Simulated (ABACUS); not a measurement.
Input

```
INPUT_PARAMETERS
suffix              Te2Mo
calculation         scf
basis_type          pw
pseudo_dir          ./
latname             hexagonal
symmetry            1
dft_functional      MGGA_X_R2SCAN+MGGA_C_R2SCAN
ecutwfc             96
pseudo_rcut         7
nspin               1
nbands              62
ks_solver           dav
smearing_method     fd
smearing_sigma      0.00367493
scf_thr             1e-08
scf_nmax            100
mixing_type         broyden
mixing_beta         0.7
cal_force           1
cal_stress          1
mixing_tau          1
out_chg             1
out_pot             2
out_elf             1
```

Run with:

```sh
OMP_NUM_THREADS=1 mpirun -np 4 abacus > log
```

Below, planes, directions and counts refer to the conventional cell (a = 3.52 Å, b = 3.52 Å, c = 13.97 Å, α = 90.00°, β = 90.00°, γ = 120.00°).

Space group P6₃/mmc.

Method: Kohn-Sham DFT of a periodic cell, r2SCAN, SG15 ONCV 1.2 PBE in ABACUS.

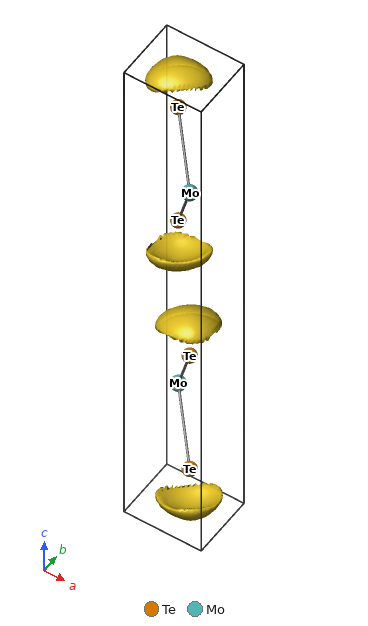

Te2Mo. Isosurface of the electron localisation function at 0.7 (yellow), seen at an oblique angle. Core shells and regions of very low density are left out. Sticks mark near contacts.

In a pseudopotential calculation such maps are meaningful between the atoms, not at the nuclei.

**Describe the localisation domains.**

At this value the surface marks out four lobes on Te, pointing away from the bonds (lone pairs), counted in one cell of 6 atoms. Regions shared between cells count once.

Values along the shortest contacts:
Te–Mo (2.72 Å): the ELF peaks at about 0.65 in the valence shell of Te, 1.3 Å from its nucleus, and is about 0.55 at the midpoint.

**Does the calculation make it a metal, or give it a gap?**

It is gapped, with a Kohn–Sham gap of 0.95 eV on the k-point mesh (the band edges may lie off the mesh, which would make the gap smaller).
